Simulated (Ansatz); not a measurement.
GaN (space group P6_3/mmc, No. 194). Coordinates: the end point of a relaxation with DFT, r2SCAN, PAW with Ansatz's default frozen-core files, scalar-relativistic in Ansatz; the starting structure was generated, so it need not be a known form of this composition.

```cif
data_structure
_symmetry_space_group_name_H-M 'P6_3/mmc'
_symmetry_Int_Tables_number 194
_cell_length_a 2.9675
_cell_length_b 2.9675
_cell_length_c 5.0327
_cell_angle_alpha 90.000
_cell_angle_beta 90.000
_cell_angle_gamma 120.000
_cell_volume 38.38
loop_
_atom_site_label
_atom_site_type_symbol
_atom_site_symmetry_multiplicity
_atom_site_Wyckoff_symbol
_atom_site_fract_x
_atom_site_fract_y
_atom_site_fract_z
_atom_site_occupancy
Ga1 Ga 2 a 0.00000 0.00000 0.00000 1
N1 N 2 c 0.33333 0.66667 0.25000 1
```

Bonds are taken as Ga–Ga below 2.7 Å and Ga–N below 2.4 Å. Atoms with one bond or none are removed and atoms with two bonds are replaced by edges, until no such atom is left.

Derive the underlying net.

The result is a binodal (6,8)-connected, three-periodic net: N is a 6-connected node; Ga is an 8-connected node, in the ratio 1:1. It is a single net, without interpenetration.

```json
{"node": "N", "links": "6", "point symbol": "3^3.4^6.5^6", "coordination sequence": "6 24 56 96 152 216"}
{"node": "Ga", "links": "8", "point symbol": "3^6.4^12.5^6.6^4", "coordination sequence": "8 26 56 98 152 218"}
```

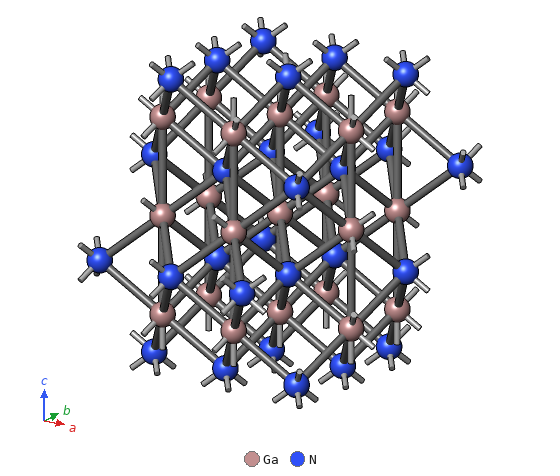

Nodes are coloured by element. Short stubs are edges that leave the cut-out.
